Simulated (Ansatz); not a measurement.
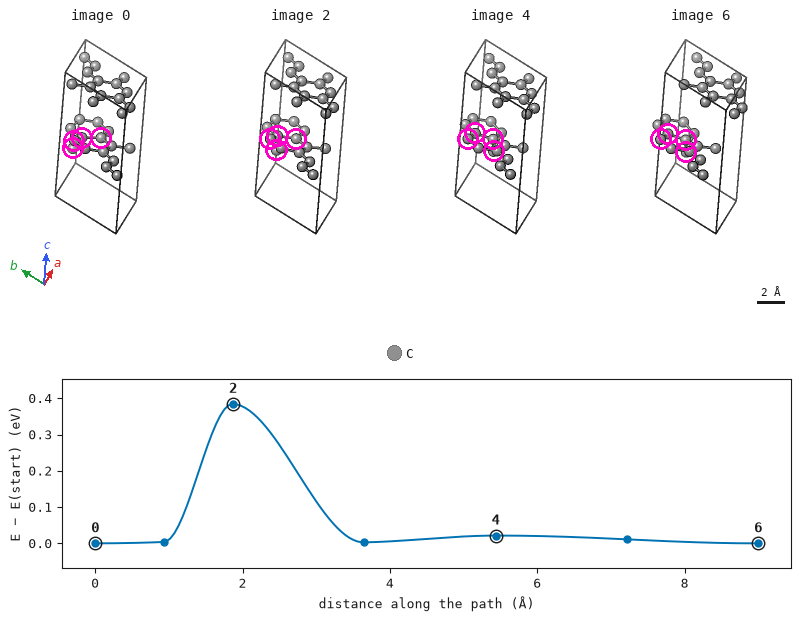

NEB run on a defect cell of composition C (29 atoms in the cell). Images are numbered from 0 (start) to 6 (end). A ball-and-stick model of the reduced simulation cell (origin moved), seen from a free direction. The atoms that move most are ringed. Lengths and directions refer to the drawn axes. Bonds to atoms that aren't drawn are left out.

Level of theory: DFT PBE, scalar-relativistic, plane waves, PAW (Ansatz 0.2.0). Run with plane-wave cutoff 420 eV; k-point mesh 4 × 4 × 4; Gaussian smearing 0.1 eV; 5 movable images; climbing image.

**What happens along the path, and what is the barrier?**

The barrier is about 0.38 eV in both directions, with image 2 at the top; the ends have the same energy. The profile has 2 maxima (images 2, 4) with a dip at image 3 (0.00 eV), so the process runs in steps. The path has more than one stage, and so few images may leave a stage unresolved. A C atom travels furthest, 1.23 Å from end to end, roughly along [−1 1 0], on a path that bends up to 0.40 Å away from the straight line. It doesn't move alone: C (1.11 Å), C (1.13 Å), C (1.16 Å), C (1.14 Å) move with it. Breaking: 2 C–C (1.53 → 2.48–3.02 Å). Forming: 2 C–C (2.46–3.01 → 1.53 Å). The band converged in 16 iterations. The largest component of the band force went from 1.7 to 0.037 eV/Å. The climbing image converged on the top of the path. Its curvatures weren't checked.

Limits of the set-up: the periodic images lie only 6.5 Å apart, so the values are limited by the cell's size.

Cost: 35 min on 4 threads of Oxide Virtual Turin-like Processor (Zen 5), on a shared host, peak memory 4.4 GiB.
